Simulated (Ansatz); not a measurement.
## Run report: C8H, geometry relaxation (part 2 of 3)

C8H (slab, 9 atoms in the cell); DFT PBE+D3(BJ), scalar-relativistic, plane waves, PAW, no spin polarisation (Ansatz 0.2.0); cutoff 420 eV, 12×12×1 k-mesh, Gaussian smearing of 0.1 eV. The structure derives from a Materials Project entry. The input holds or restrains some coordinates. Forces given for the steps count only the free coordinates. It belongs to a series of runs on one base structure; here: H put at a top C site.

Geometry of the input (Å; fractional positions):
```
2.4655  0.0000  0.0000
-1.2328  2.1341  0.0000
0.0000  0.0000  29.1985
C  0.0833  0.1666  0.2911
C  0.4167  0.8334  0.2911
C  0.5833  0.1666  0.4075
C  0.9167  0.8334  0.4075
C  0.0833  0.1666  0.5240
C  0.4167  0.8334  0.5240
C  0.5833  0.1666  0.6404
C  0.9167  0.8334  0.6404
H  0.5833  0.1666  0.6774
```

## The program's output, continued
```
SCF iter   1: F=—  HF=-2022.580780 eV  |F-HF|=—  |Δ(HF+E_count)|=         —  Δρ=2.52e-3  dr2=6.75e-3  ethr=8.78e-5  p=0.009 e·Å  D=1.09e-2 V/Å  ΔV_dip=-0.32 eV  dr2_dipole=1.55e-4  V_vac-E_F(+/−)=3.97/4.28 eV  ⟨swp⟩=2.0  Hψ=2759  notcnv=0  defer=162
efield: sawtooth ramp at fractional position 0.9642 (handed on by an earlier solve), width 0.0400; the density the first Hamiltonian is built on has a dipole p = 0.009 e·Å; the dipole correction subtracts the counter field D = 1.09e-2 V/Å, which shifts the + side's vacuum level by -0.32 eV against the − side's; the planar-averaged density in the ramp window peaks in size at 1.7e-6 e/Å³
preconditioner: auto → LDOS  [insulator: Δε(μ)=0.143 eV  Ē_g=15.287 eV  σ=0.100 eV  W_gap=0.54  n_scr=18 (ndim 8)  ℏωp=17.2 eV  f_vac=0.515  D(μ)=0.82/eV (n_scr^D=8)  ε∞_Penn≈2.3  β→1.0]
SCF iter   2: F=—  HF=-2022.580085 eV  |F-HF|=—  |Δ(HF+E_count)|=   6.95e-4  Δρ=1.15e-3  dr2=5.55e-3  ethr=2.04e-5  p=0.009 e·Å  D=1.06e-2 V/Å  ΔV_dip=-0.31 eV  dr2_dipole=3.00e-4  V_vac-E_F(+/−)=3.97/4.28 eV  ⟨swp⟩=2.0  Hψ=2141  notcnv=0  defer=161
SCF iter   3: F=—  HF=-2022.578807 eV  |F-HF|=—  |Δ(HF+E_count)|=   1.28e-3  Δρ=2.35e-4  dr2=3.06e-4  ethr=1.68e-5  p=0.009 e·Å  D=1.06e-2 V/Å  ΔV_dip=-0.31 eV  dr2_dipole=6.28e-6  V_vac-E_F(+/−)=3.97/4.28 eV  ⟨swp⟩=2.0  Hψ=1384  notcnv=0  defer=161
SCF iter   4: F=—  HF=-2022.578757 eV  |F-HF|=—  |Δ(HF+E_count)|=   4.98e-5  Δρ=1.12e-4  dr2=4.91e-5  ethr=9.27e-7  p=0.009 e·Å  D=1.10e-2 V/Å  ΔV_dip=-0.32 eV  dr2_dipole=1.44e-6  V_vac-E_F(+/−)=3.97/4.29 eV  ⟨swp⟩=2.2  Hψ=1370  notcnv=0  defer=161
SCF iter   5: F=—  HF=-2022.578686 eV  |F-HF|=—  |Δ(HF+E_count)|=   7.03e-5  Δρ=3.66e-5  dr2=3.00e-6  ethr=1.49e-7  p=0.009 e·Å  D=1.09e-2 V/Å  ΔV_dip=-0.32 eV  dr2_dipole=3.07e-8  V_vac-E_F(+/−)=3.97/4.28 eV  ⟨swp⟩=2.3  Hψ=1337  notcnv=0  defer=161
SCF iter   6: F=—  HF=-2022.578686 eV  |F-HF|=—  |Δ(HF+E_count)|=   3.20e-8  Δρ=1.38e-5  dr2=3.08e-7  ethr=9.10e-9  p=0.009 e·Å  D=1.09e-2 V/Å  ΔV_dip=-0.32 eV  dr2_dipole=3.69e-10  V_vac-E_F(+/−)=3.97/4.28 eV  ⟨swp⟩=2.0  Hψ=1418  notcnv=0  defer=161
iter 7 did not close the SCF: its close was put off until two iterations running show no level that it waits for move by more than its bar (scf_convergence_deferred on its scf_iter line)
SCF iter   7: F=-2022.578687 eV  HF=-2022.578687 eV  |F-HF|=1.25e-7  |Δ(HF+E_count)|=   4.10e-7  Δρ=5.33e-6  dr2=3.95e-8  ethr=3.03e-10  p=0.009 e·Å  D=1.09e-2 V/Å  ΔV_dip=-0.32 eV  dr2_dipole=9.88e-10  V_vac-E_F(+/−)=3.97/4.28 eV  ⟨swp⟩=16.8  Hψ=9361  notcnv=0
iter 8 did not close the SCF: its close was put off until two iterations running show no level that it waits for move by more than its bar (scf_convergence_deferred on its scf_iter line)
SCF iter   8: F=-2022.578687 eV  HF=-2022.578687 eV  |F-HF|=2.15e-8  |Δ(HF+E_count)|=   1.18e-7  Δρ=2.72e-6  dr2=1.08e-8  ethr=1.20e-10  p=0.009 e·Å  D=1.09e-2 V/Å  ΔV_dip=-0.32 eV  dr2_dipole=3.89e-10  V_vac-E_F(+/−)=3.97/4.28 eV  ⟨swp⟩=9.9  Hψ=7717  notcnv=0
SCF iter   9: F=-2022.578687 eV  HF=-2022.578687 eV  |F-HF|=6.12e-10  |Δ(HF+E_count)|=   2.58e-8  Δρ=6.48e-7  dr2=1.16e-9  ethr=3.26e-11  p=0.009 e·Å  D=1.09e-2 V/Å  ΔV_dip=-0.32 eV  dr2_dipole=2.61e-10  V_vac-E_F(+/−)=3.97/4.28 eV  ⟨swp⟩=9.0  Hψ=7261  notcnv=0
SCF 15 converged in 9 iterations: F = -2022.578687 eV  dr2 = 1.16e-9
relax step  15: F+E_penalty+E_count = -2022.57868696 eV  Δ(F+E_penalty+E_count) = -6.775e-5 eV  max|allowed force component| = 1.338e-2 eV/Å  Δτ_max = 0.0165 Å  (9 SCF iters, accepted)
```

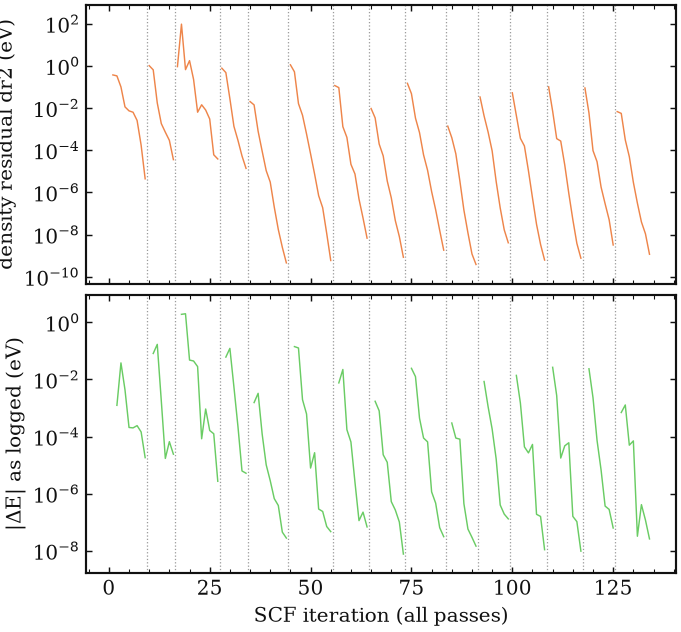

Fig. 1: Convergence of the self-consistent field: density residual dr2 and size of the energy change against the SCF iteration. The dotted lines part the SCF passes of the relaxation: geometry steps, rejected trials and re-solves on a re-selected basis. The 15 passes take 7 to 11 iterations each, 134 in all.

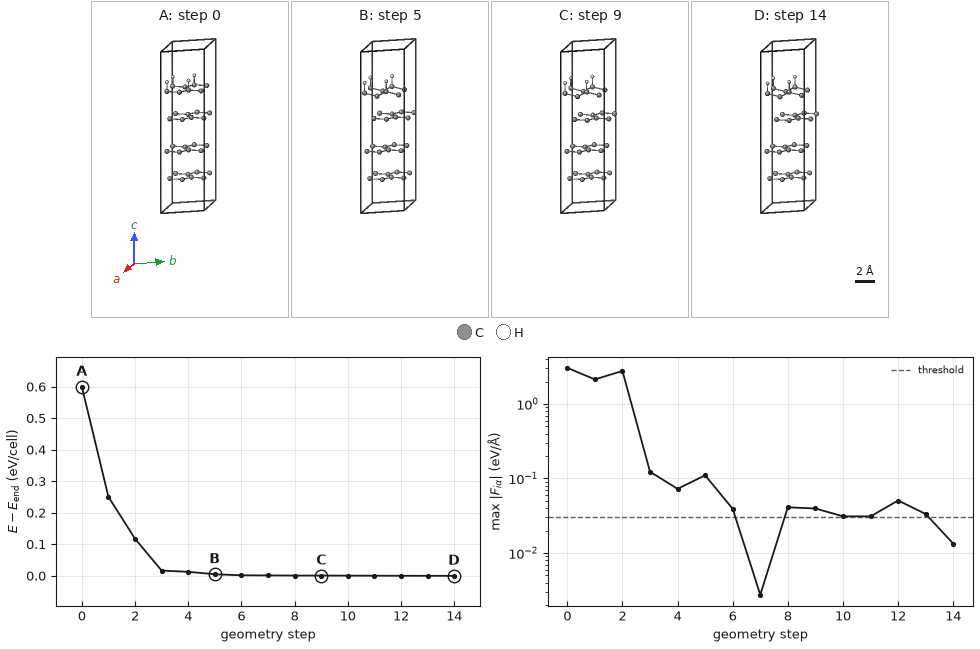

Fig. 2: Frames of the restrained relaxation (ball-and-stick view of the 2 × 2 repeat of the cell, with the vacuum cut short, seen slightly off an axis) above the curves, on which the letters mark them (the first geometry is step 0 here and step 1 in the log).

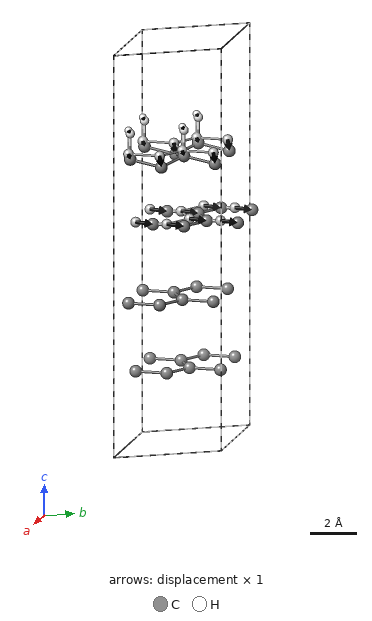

Fig. 3: Start (faint) and end (solid) with the displacements as black arrows, at true length (ball-and-stick view of the 2 × 2 repeat of the cell, with the vacuum cut short, seen slightly off an axis). Over 14 geometry steps the energy falls by 0.600 eV per cell of the calculation. Largest force component: 3.1 eV/Å at the start, 0.013 eV/Å at the end. The largest moves, 0.79 Å, are those of C5 and C6. Largest moves by element: C 0.79 Å, H 0.17 Å. The lattice vectors keep their values. Among the contacts that change: C7–H9 1.080 → 1.174 Å, C7–C8 1.423 → 1.448 Å. Among the angles that change: C8–C7–H9 90.0° → 100.6°, C8–C7–C8 120.0° → 116.7°. (Atoms are counted from 1 in the order of the input.)

```
WARN: The output density's exchange-correlation potential varies sharply where the density is thin. Do not read a vacuum level from v_tot or v_xc, or from such a field of the output density. On a cell that repeats whose density bears no net charge and no dipole along the vacuum's axis use v_es (v_loc + v_h of the components); under efield.dipole_correction with no amplitude use v_es + v_field, which holds any external_charges[].barrier, or the levels of the report's work_function block, which leave it out; under a non-zero efield.amplitude the vacuum is tilted and has no level; on a cell that repeats and bears such a dipole with no correction it is tilted too, and efield.dipole_correction with no amplitude gives each side of its ramp a level where efield: is served; in a cell that repeats whose density bears a net charge (total_charge, or a fill off its count) it is curved and has none; of a slab under crystal.periodic whose density bears no net charge use v_es, which has a level on each side, short of where the two are joined; of another it falls or rises all the way out and has none; of a slab beside external_charges read slab_vacuum_level instead, which it has where they leave it neutral. The grid or the basis barely resolves most such structure, and the values can differ between equally converged runs; as a rule a tighter scf.convergence.dr2_threshold does not remove it. Where the density itself ripples (under the LDA too) a higher basis.ecutwfc lessens it. The files hold the spikes' plane waves up to the density's cutoff. Files: v_tot_of_output_density and the like, and their columns of v_z.tsv (output.write_potential); v_xc_of_output_density and the like, and their columns of v_comp_z.tsv (output.write_potential_components). Measured: with its Gaussian average of σ = 0.25 Å subtracted twice, the exchange-correlation potential is over 0.1 eV at 25 of the grid points where the equally averaged density (valence and model cores) is under 1e-3 e/Å³, and 0.223 eV at the most among them, at an averaged density of 7.4e-8 e/Å³. The input density's (outcome.potential() and, of a run that writes arrays, v_tot and v_xc) is over 0.1 eV, so measured, at 2 points of its own thin density, 0.123 eV at the most. See output.write_potential in the manual, Limitations
SCF converged after 9 iterations
Free energy (F): -2022.578687 eV
Harris-Foulkes:  -2022.578687 eV  (|F-HF|=6.12e-10)
Internal energy: -2022.574484 eV  (E = F + TS)
E sigma→0 (E₀):  -2022.576585 eV
Entropy (-TS):   -0.004203 eV (-0.467 meV/atom)
Fermi energy:    1.171935 eV
Dipole field:    D = 0.010915 V/Å  (p = 0.009268 e·Å, saw-weighted, corrected)
Work function:   Φ+ = 3.9663 eV   Φ− = 4.2850 eV
Levels:          The Fermi level and band energies are counted from a zero that moves with the ramp; work functions are not
--- Per-component energies (eV) ---
  E_band       = -261.841730
  E_kinetic    = 744.297050
  E_local      = -28872.692712  (includes V_loc(G=0)·N_el)
  E_nonlocal   = 220.108857
  E_hartree    = 14094.755549
  E_xc         = -393.710978
  E_vxc        = -488.095049  (∫ρ·V_xc dr)
  E_paw        = -795.322813  (= ΣΔE_a)
  E_vpaw       = -55.134502  (= ΣTr[D̂ρ^β])
  E_aug_tail   = -0.001130  (compensation charges beyond the density's cutoff)
  E_efield     = 0.000051  (sawtooth field / dipole correction)
  E_vefield    = 0.165430  (∫n·V_field dr)
  E_ewald      = 12981.168224
  E_disp       = -1.176581  (pairwise vdW)
  E_smearing   = -0.004203  (= −TS)
  E_closure    = -0.000000  (closes the sum)
  Σ components = -2022.578687   (vs F -2022.578687, Δ=0.00e0)
--- Forces (eV/Å), atoms counted from 1 ---
  atom   1  C      0.00000000    -0.00489569     0.00331088
  atom   2  C      0.00000000     0.00225313    -0.00097225
  atom   3  C      0.00000000     0.00912993     0.01502395
  atom   4  C      0.00000000    -0.00626885    -0.01728259
  atom   5  C      0.00000000    -0.00880960     0.00145857
  atom   6  C      0.00000000     0.00881985    -0.00437024
  atom   7  C      0.00000000     0.01338000     0.00713705
  atom   8  C      0.00000000    -0.01311690    -0.00119657
  atom   9  H      0.00000000    -0.00049519    -0.00308120
  max |Σ_I F_I| component: 2.76e-5 eV/Å
--- Band table (eV; the first three rows and the last of 43) ---
  k-point 0: bands = ["-19.0810", "-18.4040", "-18.2999", "-18.1866", "-9.2772", "-7.0157", "-6.3704", "-5.6813", "-1.8518", "-1.8432", "-1.8092", "-1.8033", "-1.7758", "-1.7741", "-1.7062", "-1.6927", "0.3791", "4.4977", "4.7554", "5.4970", "6.0225", "6.7733", "7.0775", "8.4500", "8.8609", "8.9647"]
  k-point 1: bands = ["-18.9126", "-18.2389", "-18.1358", "-18.0234", "-9.1037", "-6.8170", "-6.1765", "-5.4915", "-2.4959", "-2.4580", "-2.4458", "-2.4106", "-2.1918", "-2.1496", "-2.1175", "-2.0488", "0.5703", "4.6793", "4.9770", "5.7049", "6.2281", "6.9529", "7.2697", "8.5330", "9.0276", "9.1057"]
  k-point 2: bands = ["-18.4094", "-17.7456", "-17.6453", "-17.5357", "-8.5975", "-6.2259", "-5.6016", "-4.9312", "-4.2097", "-4.1389", "-4.0968", "-4.0516", "-2.9880", "-2.9467", "-2.9168", "-2.8476", "1.0335", "5.1420", "5.6410", "6.3025", "6.8394", "7.4252", "7.8523", "8.7073", "9.3039", "9.4538"]
  k-point 42: bands = ["-14.7091", "-14.0974", "-14.0194", "-13.9305", "-9.8313", "-9.3630", "-9.2930", "-9.2636", "-7.8354", "-7.7856", "-7.7265", "-7.6917", "-5.2245", "-1.9999", "-1.5417", "-1.0363", "1.2414", "3.7261", "4.0232", "4.3241", "7.3311", "10.3358", "10.6003", "11.0604", "11.4036", "11.8030"]
--- Relaxed structure (15 steps of the walk, 15 accepted, 0 SCFs on fresh bases) ---
  F+E_penalty+E_count = -2022.57868696 eV   max|allowed force component| = 1.338e-2 eV/Å
  atoms:
    - { symbol: C, position: [0.08331017935000001, 0.16662035869999997, 0.29111067469999996] }
    - { symbol: C, position: [0.41668982064999993, 0.8333796412999999, 0.29111067469999996] }
    - { symbol: C, position: [0.58331017935, 0.16662035869999997, 0.40753895739999996] }
    - { symbol: C, position: [0.9166898206499999, 0.8333796412999999, 0.40753895739999996] }
    - { symbol: C, position: [0.2678890141978296, 0.5357780283956592, 0.5224523439937281] }
    - { symbol: C, position: [0.6012128803043653, 1.2024257606087305, 0.5223533664358272] }
    - { symbol: C, position: [0.6014589120635527, 0.2029178241271055, 0.6321461171248054] }
    - { symbol: C, position: [0.934886074678718, 0.8697721493574359, 0.6230015058075514] }
    - { symbol: H, position: [0.6014942370057651, 0.20298847401153028, 0.6723643866886899] }
```

## Trajectory as extended XYZ (Å, eV, eV/Å), 15 frames, from step=1 to step=15
```
9
Lattice="2.4655 0.0000 0.0000 -1.2328 2.1341 0.0000 0.0000 0.0000 29.1985" Properties=species:S:1:pos:R:3:forces:R:3 step=1 energy=-2021.97893
C     0.0000    0.3556    8.5000    0.0000  -0.0200   0.0007
C     0.0000    1.7786    8.5000    0.0000   0.0201   0.0008
C     1.2328    0.3556   11.8995    0.0000   0.0135   0.0012
C     1.2328    1.7786   11.8995    0.0000  -0.0135   0.0013
C     0.0000    0.3556   15.2990    0.0000   0.0471   0.0277
C     0.0000    1.7786   15.2990    0.0000  -0.0336   0.0139
C     1.2328    0.3556   18.6985    0.0000  -0.0029   0.1665
C     1.2328    1.7786   18.6985    0.0000  -0.0029  -3.0529
H     1.2328    0.3556   19.7785    0.0000  -0.0079   2.8418
9
Lattice="2.4655 0.0000 0.0000 -1.2328 2.1341 0.0000 0.0000 0.0000 29.1985" Properties=species:S:1:pos:R:3:forces:R:3 step=2 energy=-2022.32813
C     0.0000    0.3556    8.5000    0.0000   0.0029   0.0021
C     0.0000    1.7786    8.5000    0.0000  -0.0030   0.0019
C     1.2328    0.3556   11.8995    0.0000   0.0043   0.0201
C     1.2328    1.7786   11.8995    0.0000  -0.0047   0.0176
C     0.0000    0.4047   15.4498    0.0000   0.0806  -0.0226
C     0.0000    1.8274   15.4493    0.0000  -0.0459  -0.0587
C     1.2328    0.3227   18.6074    0.0000   0.0013   0.8233
C     1.2328    1.7457   18.5104    0.0000  -0.0244  -2.1373
H     1.2328    0.3225   19.7347    0.0000  -0.0109   1.3605
```
